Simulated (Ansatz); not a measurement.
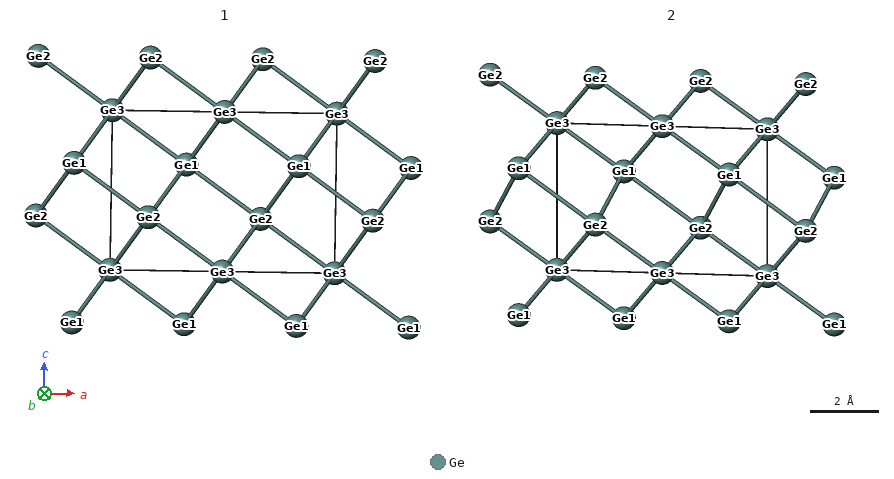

Two geometries of crystalline Ge (a generated structure, set up in C2/m) (coarse preliminary run), drawn at one scale. One is the start of a relaxation, the other its converged end. Style: ball-and-stick. Shown: the conventional cell (2 times the calculation's cell), along the b axis. Lengths and directions refer to the drawn axes.

These are results of DFT PBE, scalar-relativistic, plane waves, PAW (Ansatz 0.2.0), not measurements. Settings: plane-wave cutoff 420 eV; k-point mesh 6 × 6 × 4; occupations gaussian; smearing width 0.1 eV; no spin polarisation; cell and atoms relaxed; force threshold 0.04 eV/Å; at most 70 steps.

Which of the two is the end point?

Structure 1 is the relaxed one. The energy falls by 325 meV per atom in 6 accepted moves (8 points after the start). The largest force component goes from 0.64 to 0.0015 eV/Å. The pressure goes from 29.05 to −0.03 GPa. The SCF was repeated twice at an unchanged geometry on a basis and grid sized afresh for the cell, which shifted the energy by 4.3 meV per atom at most. The largest moves relative to the cell, 0.13 Å, are those of Ge1 and Ge2. Ge1 goes along [1 0 −1]. Cell: a 6.216 → 6.632 Å (+6.7 %), b 3.502 → 3.812 Å (+8.9 %), c 4.335 → 4.714 Å (+8.8 %), β 91.7° → 90.0°. Volume +26.4 %. Near-neighbour distances that change, for instance: Ge1–Ge3 2.436 → 2.712 Å, Ge1–Ge3 (another image) 2.477 → 2.706 Å, Ge1–Ge2 2.498 → 2.706 Å, Ge1–Ge2 (another image) 2.810 → 2.713 Å. Among the angles between lasting bonds that change: Ge2–Ge1–Ge3 171.4° → 180.0°, Ge2–Ge1–Ge2 84.2° → 89.8°, Ge2–Ge1–Ge3 95.5° → 90.2°. The space group stays C2/m (No. 12). Cost: 60 s on 1 thread of AMD EPYC (Zen 3), on a shared host, peak memory 0.38 GiB.
